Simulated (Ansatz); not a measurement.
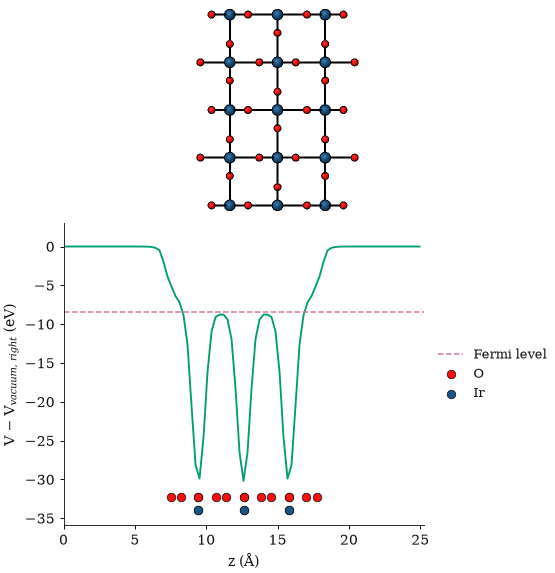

Plane-averaged electrostatic potential energy of an electron across the slab; circles at the bottom mark the heights of the atoms. The structure is drawn too.

System: a (110) slab cut from IrO2 (P4_2/mnm), of composition Ir3O7 (not the bulk's), ended by O planes, 20 atoms in the cell.

Computed with Ansatz: DFT LDA, scalar-relativistic, plane waves, PAW, no spin polarisation, 11×6×1 k mesh, 420 eV cutoff, Gaussian smearing of 0.1 eV.

Question: Read off the work function of each face.

Answer: The work function is 8.45 eV, the same on both faces. The two vacuum levels agree, so the slab has no net dipole along its normal.

Question: How thick are slab and vacuum?

Answer: The outermost atoms are 10.2 Å apart, which leaves 15.0 Å of vacuum in a cell 25.2 Å high.

The atoms aren't at rest in this cell (largest force 5.7 eV/Å), so the relaxed material can differ. Spin-orbit coupling is left out, which matters for Ir.
